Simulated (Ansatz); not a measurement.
System: a (100) slab cut from ZnO (P6_3mc), ended by ZnO planes, 24 atoms in the cell. Starting structure of the relaxation:

```xyz
24
Lattice="6.5095 0.0000 0.0000 0.0000 5.2564 0.0000 0.0000 0.0000 22.5769" Properties=species:S:1:pos:R:3 pbc="T T T"
Zn    3.2547    5.2479    8.0000
Zn    0.0000    5.2479    8.0000
O     3.2547    3.2564    8.0000
O     0.0000    3.2564    8.0000
Zn    4.8821    2.6197    8.9396
Zn    1.6274    2.6197    8.9396
O     4.8821    0.6282    8.9396
O     1.6274    0.6282    8.9396
Zn    4.8821    5.2479   10.8187
Zn    1.6274    5.2479   10.8187
O     4.8821    3.2564   10.8187
O     1.6274    3.2564   10.8187
Zn    0.0000    2.6197   11.7583
Zn    3.2547    2.6197   11.7583
O     0.0000    0.6282   11.7583
O     3.2547    0.6282   11.7583
Zn    0.0000    5.2479   13.6374
Zn    3.2547    5.2479   13.6374
O     0.0000    3.2564   13.6374
O     3.2547    3.2564   13.6374
Zn    1.6274    2.6197   14.5769
Zn    4.8821    2.6197   14.5769
O     1.6274    0.6282   14.5769
O     4.8821    0.6282   14.5769
```

Method: DFT PBE+D3(BJ), scalar-relativistic, plane waves, PAW, no spin polarisation, 3×3×1 k mesh, 420 eV cutoff, Gaussian smearing of 0.05 eV (Ansatz 0.2.0).

What does the potential across the slab give for the band edges against vacuum?

From the vacuum level at the right face the ionisation potential is 5.70 eV and the electron affinity 4.99 eV; at the left face they are 5.09 and 4.38 eV. The slab's gap, their difference before rounding, is 0.71 eV. The vacuum level is 0.61 eV higher at the right than at the left, so the slab carries a dipole along its normal; the ramp in the vacuum, at or near the edge of the plot, is the dipole correction that keeps each side flat. Some atoms were held fixed in the relaxation, which can itself make the faces differ. The outermost atoms are 6.6 Å apart, which leaves 16.0 Å of vacuum in a cell 22.6 Å high.

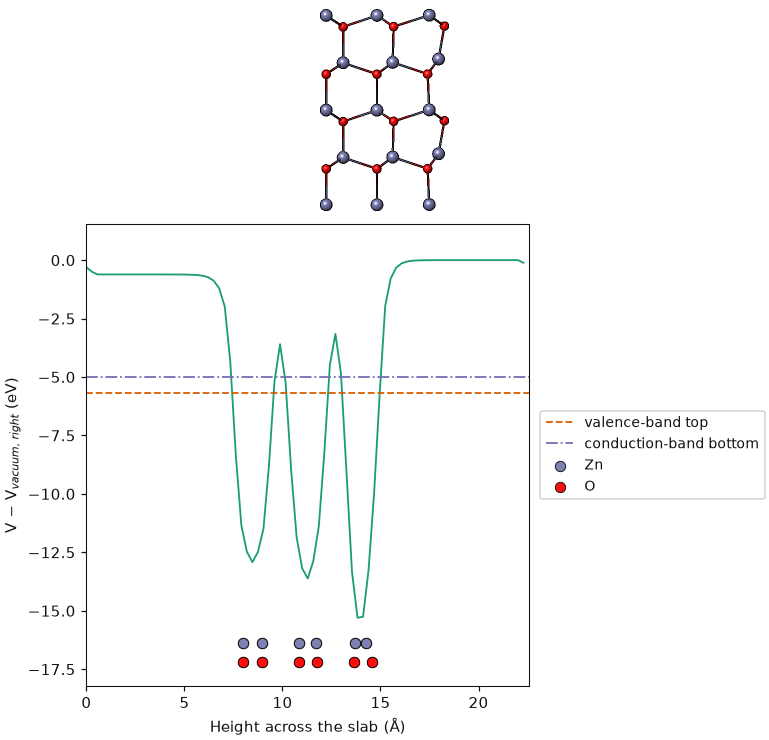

Plane-averaged electrostatic potential energy of an electron across the slab; circles at the bottom mark the heights of the atoms (positions after relaxation). The structure is drawn too.
